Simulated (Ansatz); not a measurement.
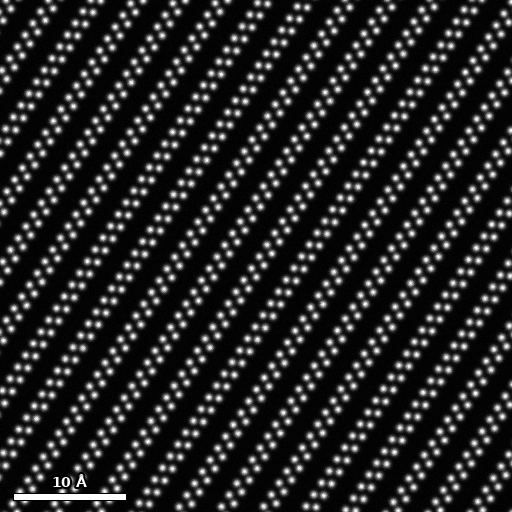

HAADF-like image of Si (P-3m1, No. 164). Simulated incoherent Z contrast: every atom adds Z^1.7 spread by a probe of 0.50 Å full width; channelling and multiple scattering are left out. Shot noise was added. Structure used: the geometry relaxed with DFT PBE, scalar-relativistic, plane waves, PAW (Ansatz 0.2.0); the starting structure was generated, so it need not be a known form of this composition.

```cif
data_structure
_symmetry_space_group_name_H-M 'P-3m1'
_symmetry_Int_Tables_number 164
_cell_length_a 3.8601
_cell_length_b 3.8601
_cell_length_c 28.5130
_cell_angle_alpha 90.000
_cell_angle_beta 90.000
_cell_angle_gamma 120.000
_cell_volume 367.93
loop_
_atom_site_label
_atom_site_type_symbol
_atom_site_symmetry_multiplicity
_atom_site_Wyckoff_symbol
_atom_site_fract_x
_atom_site_fract_y
_atom_site_fract_z
_atom_site_occupancy
Si1 Si 2 d 0.33333 0.66667 0.90242 1
Si2 Si 2 d 0.33333 0.66667 0.98602 1
Si3 Si 2 d 0.33333 0.66667 0.12546 1
Si4 Si 2 d 0.33333 0.66667 0.20845 1
Si5 Si 2 c 0.00000 0.00000 0.23620 1
Si6 Si 2 c 0.00000 0.00000 0.31918 1
Si7 Si 2 d 0.66667 0.33333 0.34704 1
Si8 Si 2 d 0.66667 0.33333 0.43071 1
Si9 Si 2 c 0.00000 0.00000 0.45854 1
```

Q: Which beam direction gives this image, [210], [310], [001] or [121]? (Directions equivalent by symmetry count as one.)

A: [310]. The projected cells are 1.93 × 3.17 Å, 90° for [210]; 1.26 × 28.51 Å, 90° for [310]; 2.23 × 2.23 Å, 120° for [001]; 3.78 × 3.78 Å, 119° for [121], and the image repeats as the [310] one does.
